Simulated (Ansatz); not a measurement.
System: AgCl, space group Fm-3m, 2 atoms in the cell.

```cif
data_structure
_symmetry_space_group_name_H-M 'P 1'
_symmetry_Int_Tables_number 1
_cell_length_a 3.9218
_cell_length_b 3.9218
_cell_length_c 3.9218
_cell_angle_alpha 60.000
_cell_angle_beta 60.000
_cell_angle_gamma 60.000
_cell_volume 42.65
loop_
_atom_site_label
_atom_site_type_symbol
_atom_site_fract_x
_atom_site_fract_y
_atom_site_fract_z
_atom_site_occupancy
Ag1 Ag 0.50000 0.50000 0.50000 1
Cl1 Cl 0.00000 0.00000 0.00000 1
```

Level of theory: DFT, PBE, all-electron LAPW, scalar-relativistic, no spin polarisation, 9×9×9 k mesh; code Ansatz.

What will the band structure and density of states look like? The path is Γ–X–U–K–Γ–L–W–X.

The material is gapped. The gap along this path is 0.91 eV and indirect, from the valence-band top at L to the conduction-band bottom at Γ; the smallest direct gap is 2.99 eV, between K and Γ. Two bands meet at the valence-band top at L: it is doubly degenerate (spin aside). The direct gaps are 4.65 eV at K, 3.23 eV at Γ and 4.25 eV at X. By projected weight, the top eV of the valence band is Ag 4d (55 %) and Cl 3p (45 %).

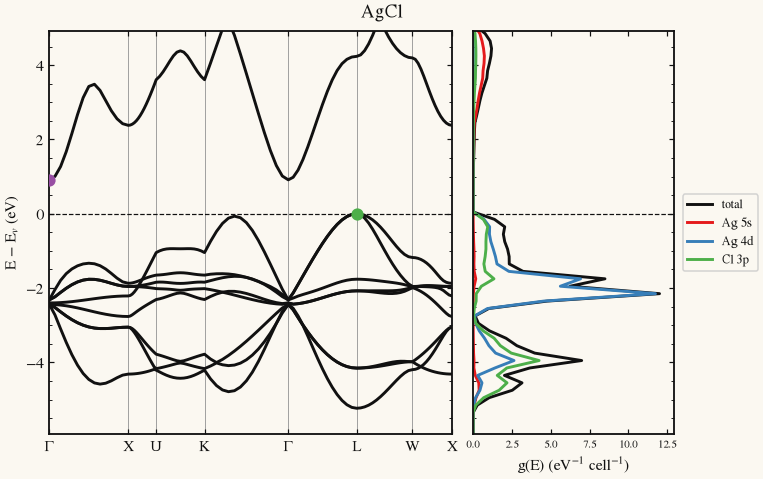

Band structure and density of states. Energies are counted from the top of the valence band. The path runs straight from each named point to the next. The partial curves are projected on atomic shells.
